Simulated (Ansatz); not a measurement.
System: SrTiO$_{3}$.

```xyz
5
Lattice="3.9035 0.0000 0.0000 0.0000 3.9035 0.0000 0.0000 0.0000 3.9232" Properties=species:S:1:pos:R:3 pbc="T T T"
Sr    1.9518    1.9518    2.2808
Ti    0.0000    0.0000    0.3335
O     0.0000    1.9518    0.2533
O     1.9518    0.0000    0.2533
O     0.0000    0.0000    2.2146
```

Space group P4mm; a structure from a database of computed crystals, not necessarily the ambient phase; started from the tetragonal perovskite A host prototype, which need not be the ambient phase; computed without spin polarisation.

Level of theory: Ansatz, DFT, PBE0, plane waves, PAW.

Question: Predict the valence pseudo-density and electron localisation function between the atoms.

Answer: Sr–O (2.72 Å): ρ is about 0.16 e/Å³ halfway; the ELF is about 0.05 at the midpoint: a largely ionic contact.
Ti–O (1.95 Å): the density is about 0.71 e/Å³ at the midpoint; the ELF peaks at about 0.85 in the valence shell of O, 0.6 Å from its nucleus, and is about 0.20 at the midpoint (no localised pair shows between them).
Sr–O (2.81 Å): ρ at the midpoint is about 0.13 e/Å³; the ELF is about 0.05 at the midpoint; an ionic contact with no shared pair.

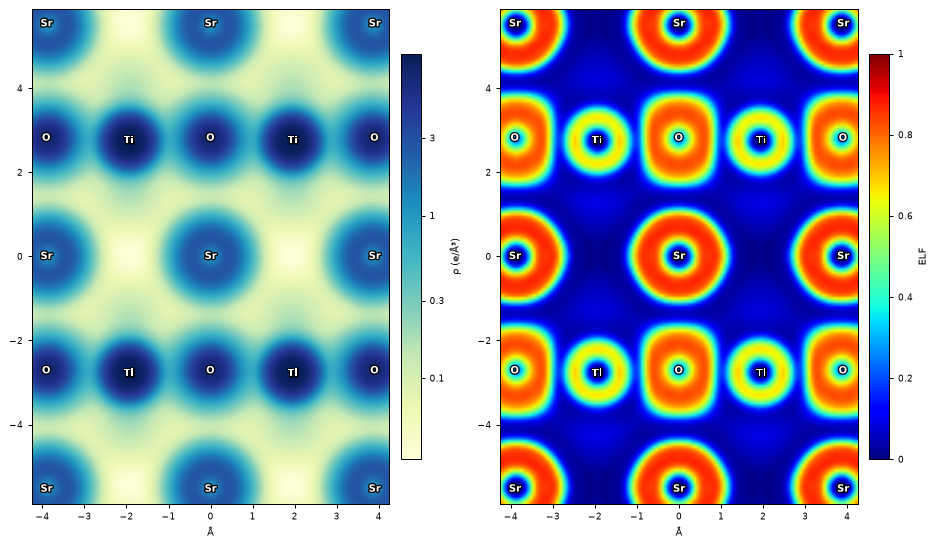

Computed valence pseudo-density and electron localisation function on the (011) plane of the conventional cell, in this order. 

In a PAW calculation such maps are meaningful between the atoms, not at the nuclei.
